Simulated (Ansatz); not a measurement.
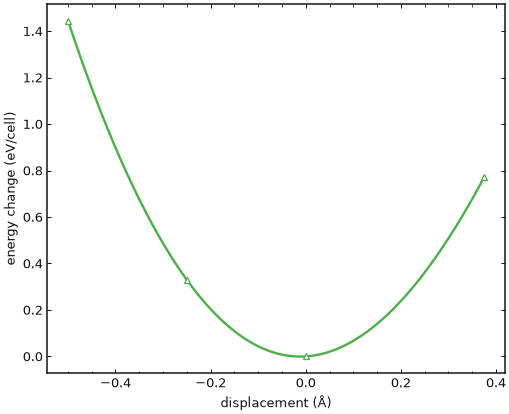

The picture above shows the energy change against displacement for TiAl₃, space group I4/mmm (No. 139).

Starting cell:
```yaml
crystal:
  lattice:
    - [-1.90777, 1.90777, 4.27700]
    - [1.90777, -1.90777, 4.27700]
    - [1.90777, 1.90777, -4.27700]
  atoms:
    - { symbol: Ti, position: [0.00000, 0.00000, 0.00000] }
    - { symbol: Al, position: [0.50000, 0.50000, 0.00000] }
    - { symbol: Al, position: [0.75000, 0.25000, 0.50000] }
    - { symbol: Al, position: [0.25000, 0.75000, 0.50000] }
```

Method: all atoms of one element of a crystal moved along a line, all else fixed, by plane-wave density functional theory with PAW datasets, free energies less that of the undisturbed cell; scalar-relativistic (Ansatz 0.2.0). Level: PBEsol, no spin polarisation.

| setting | value |
| --- | --- |
| wave cutoff | 420 eV |
| k mesh | 18×18×18 |
| occupations | Gaussian |
| smearing width | 0.15 eV |
| k shift | (0, 0, 0) (mesh steps) |
| start | relaxed |
| moved element | Al |
| direction | (0.7071, 0.7071, 0) (Cartesian unit vector) |

> Does the undistorted structure sit at the bottom of the curve?

Yes: the energy rises on both sides of the starting structure, which is therefore a minimum along this path.

The computed values:

| displacement (Å) | energy change (eV/cell) |
| --- | --- |
| −0.500 | 1.45 |
| −0.250 | 0.33 |
| 0.000 | 0.00 |
| 0.375 | 0.77 |
